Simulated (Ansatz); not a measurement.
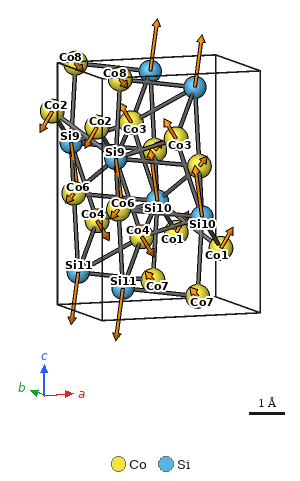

This is a relaxation of solid Co2Si (built on the database type) (coarse preliminary run). The starting structure is drawn; orange arrows show the displacements (the part carried along by the change of the cell is left out), magnified 30 times.

The picture is a ball-and-stick view of the cell of the calculation, repeated 1 × 2 × 1 with one cell outlined, seen slightly off an axis.

Case: structure reported for this formula (Pnma, No. 62).

Level of theory: Ansatz 0.2.0, DFT r2SCAN, scalar-relativistic, plane waves, PAW.

Input
```yaml
crystal:
  lattice:
    - [4.918, 0.0, 0.0]
    - [0.0, 3.738, 0.0]
    - [0.0, 0.0, 7.109]
  atoms:
    - { symbol: Co, position: [0.962, 0.75, 0.218], spin: 1.3 }
    - { symbol: Co, position: [0.038, 0.25, 0.782], spin: 1.3 }
    - { symbol: Co, position: [0.538, 0.25, 0.718], spin: 1.3 }
    - { symbol: Co, position: [0.462, 0.75, 0.282], spin: 1.3 }
    - { symbol: Co, position: [0.826, 0.75, 0.562], spin: 0.81 }
    - { symbol: Co, position: [0.174, 0.25, 0.438], spin: 0.81 }
    - { symbol: Co, position: [0.674, 0.25, 0.062], spin: 0.81 }
    - { symbol: Co, position: [0.326, 0.75, 0.938], spin: 0.81 }
    - { symbol: Si, position: [0.298, 0.75, 0.611] }
    - { symbol: Si, position: [0.702, 0.25, 0.389] }
    - { symbol: Si, position: [0.202, 0.25, 0.111] }
    - { symbol: Si, position: [0.798, 0.75, 0.889] }
basis:
  ecutwfc: 500
kpoints:
  mp_grid: { grid: [4, 6, 4] }
hamiltonian:
  xc: r2scan
scf:
  occupations: { method: gaussian, width: 0.1 }
  lower_state_search: "off"
output:
  forces: true
  stress: true
  eigenvalues: true
  populations: true
magnetization:
  spin_polarized: true
relax:
  adjacent_minimum: "off"
  f_tol: 0.04
  max_steps: 70
  cell: { stress_tol: 0.4 }
```

Launched with:
```bash
ansatz run input.yaml --threads 1 --pin off --max-ram 3072MiB --backend cpu --events-out ev --progress --plain --runs-dir out
```

### Which element moves most?

Silicon: up to 0.052 Å, against 0.025 Å for cobalt.

### What happened in the run?

The largest moves relative to the cell, 0.052 Å, are those of Si9, Si10, Si11 and Si12. Si12 goes along [1 0 3]. By element the largest moves are Si 0.052 Å, Co 0.025 Å. Cell: a 4.918 → 4.855 Å (−1.3 %), b 3.738 → 3.709 Å (−0.8 %), c 7.109 → 6.962 Å (−2.1 %). Volume −4.1 %. Near-neighbour distances that change, for instance: Co1–Si12 2.474 → 2.398 Å, Co1–Co5 2.535 → 2.475 Å, Co5–Si10 2.319 → 2.275 Å, Co5–Si9 2.620 → 2.580 Å. Bond angles that change, for instance: Si12–Co8–Si12 163.8° → 166.8°. The space group stays Pnma (No. 62). Over 4 accepted moves (5 points after the start) the energy falls by 0.189 eV per cell of the calculation. The largest force component goes from 0.31 to 0.016 eV/Å. Pressure: −8.77 GPa at the start and −0.04 GPa at the end. At 1 point the geometry stayed and the basis and grid were re-selected for the new cell (energy shift of 2.7 meV per cell of the calculation at most each time). Cost: 22 min on 1 thread of Arm Neoverse V1, with other jobs on the host, peak memory 1.2 GiB.
